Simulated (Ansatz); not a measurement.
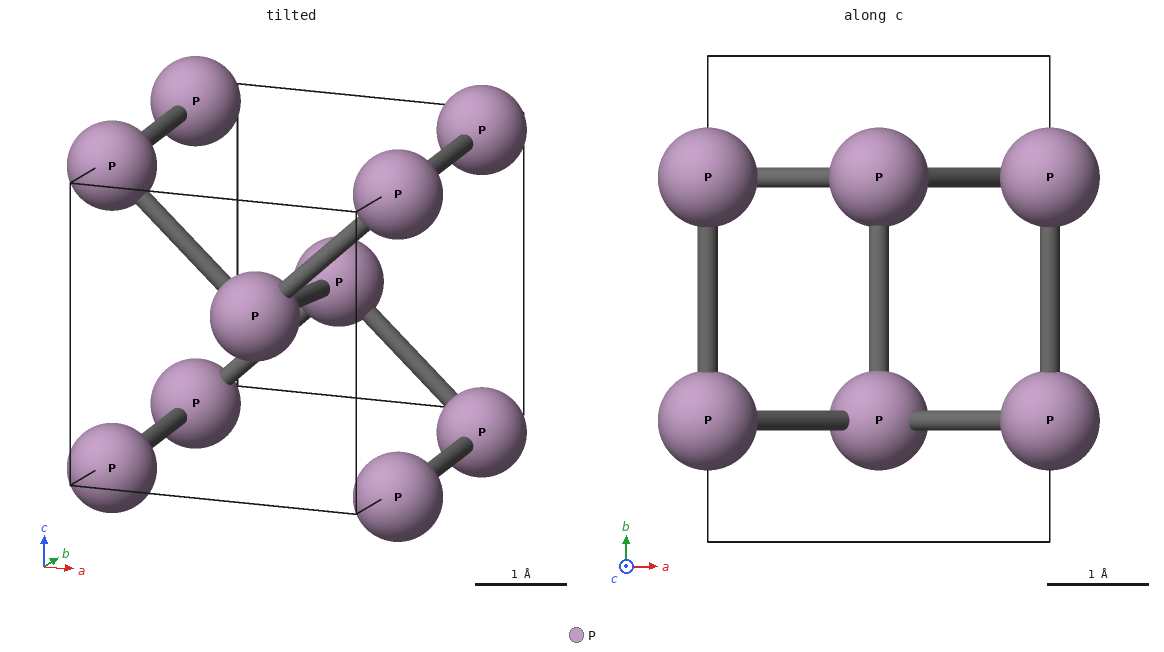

We look at a ball-and-stick model of the crystal slightly off an axis and along the c axis. The lines enclose the conventional unit cell; boundary atoms appear with their images.

P, space group Imma (No. 74), a = 3.413 Å, b = 4.848 Å, c = 3.440 Å, α = 90.00°, β = 90.00°, γ = 90.00°. The structure was taken from a structure listed in the Materials Project. Earlier steps of the study may have refined or changed the cell and positions. It was run through Ansatz as a DFT input.

This one geometry was computed with Ansatz (DFT, plane waves, PAW) at three levels of theory: PBEsol, r2SCAN and PBE+D3(BJ).

> Which level gives the highest pressure at this volume, and what does that say about its equilibrium volume?

Highest: r2SCAN (4.2 GPa), which points to the largest equilibrium volume. Lowest, with the smallest volume: PBE+D3(BJ) (0.0 GPa). Levels within 0.5 GPa of each other can't be told apart.

> How does the band gap change with the level of theory?

All levels give a metal.

> Collect the results in a table.

| level | cutoff (eV) | k-mesh of the run's cell | gap (eV) | pressure (GPa) |
| --- | --- | --- | --- | --- |
| PBEsol | 420 | 18×18×18 | metal | 1.9 |
| r2SCAN | 500 | 18×18×18 | metal | 4.2 |
| PBE+D3(BJ) | 420 | 18×18×18 | metal | 0.0 |

Gaps are taken on the k-mesh or band path of each run.
